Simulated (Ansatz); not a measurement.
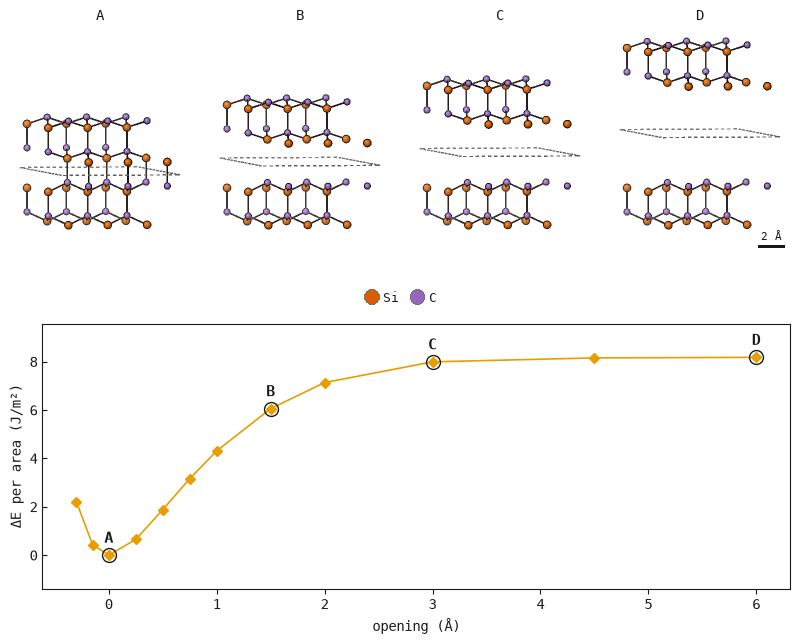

Crystalline SiC (P6_3mc): the crystal is pulled apart rigidly along the normal of the (0 0 1) plane of the conventional cell, at a cut between a plane of C below and one of Si above, 1.90 Å apart. One cut stands in each cell, which starts 10.1 Å high; nothing is relaxed, and the dashed outline marks the cut. The lettered frames are marked on the plot. The picture is a ball-and-stick view of the layers on both sides of the cut, seen from the side, nearly along the cut plane.

Level of theory: DFT PBE, scalar-relativistic, plane waves, PAW in Ansatz 0.2.0. Set-up: plane-wave cutoff 420 eV; k-point mesh 10 × 10 × 3; occupations gaussian; smearing width 0.05 eV; no spin polarisation. Energies (free energies at the smearing named) are counted from the relaxed crystal.

### Describe the profile.

At the widest opening, 6.00 Å, the energy has risen by 8.2 J/m², where the curve has levelled off: this is the ideal work of separation, the sum of the two unrelaxed surface energies of a slab 10.1 Å thick. The steepest rise lies between 0.50 Å and 0.75 Å, with a mean traction of about 51 GPa. Pressing the cut together by 0.30 Å costs 2.2 J/m². The band gap on the mesh, 2.22 eV in the reference, closes at 2.00 Å, 3.00 Å, 4.50 Å, 6.00 Å.
